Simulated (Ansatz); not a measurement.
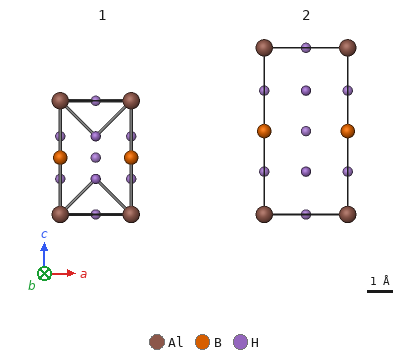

Two geometries of crystalline AlBH6 (built on the AlSiNi6-123 type type), drawn at one scale. One is the start of a relaxation, the other its converged end. Style: ball-and-stick. Shown: the cell of the calculation, along the b axis.

These are results of DFT, PBEsol, plane waves, PAW (Ansatz), not measurements. Settings: plane-wave cutoff 420 eV; k-point mesh 6 × 6 × 4; occupations fermi dirac; smearing width 0.03 eV; no spin polarisation; cell and atoms relaxed; force threshold 0.01 eV/Å; at most 120 steps.

> Which of the two is the end point?

Structure 1 is the relaxed one. The energy falls by 675 meV per atom in 12 accepted moves (15 points after the start). Largest force component: 0.18 eV/Å at the start, 0.00013 eV/Å at the end. Pressure: −21.63 GPa at the start and −0.01 GPa at the end. The line search rejected the trial step at point 10 of the run. The SCF was repeated twice at an unchanged geometry on a basis and grid sized afresh for the cell, which shifted the energy by 1.6 meV per atom at most. The largest moves relative to the cell, 0.26 Å, are those of H atoms. B and Al stay in place. Cell: a = b 3.404 → 2.893 Å (−15.0 %), c 6.795 → 4.636 Å (−31.8 %). Volume −50.7 %. Among the contacts that change: Al–B 3.397 → 2.318 Å, Al–H 2.438 → 2.047 Å, Al–H 2.407 → 2.046 Å. New bonds form, among them: Al–B (3.40 → 2.32 Å). The space group stays P4/mmm (No. 123).
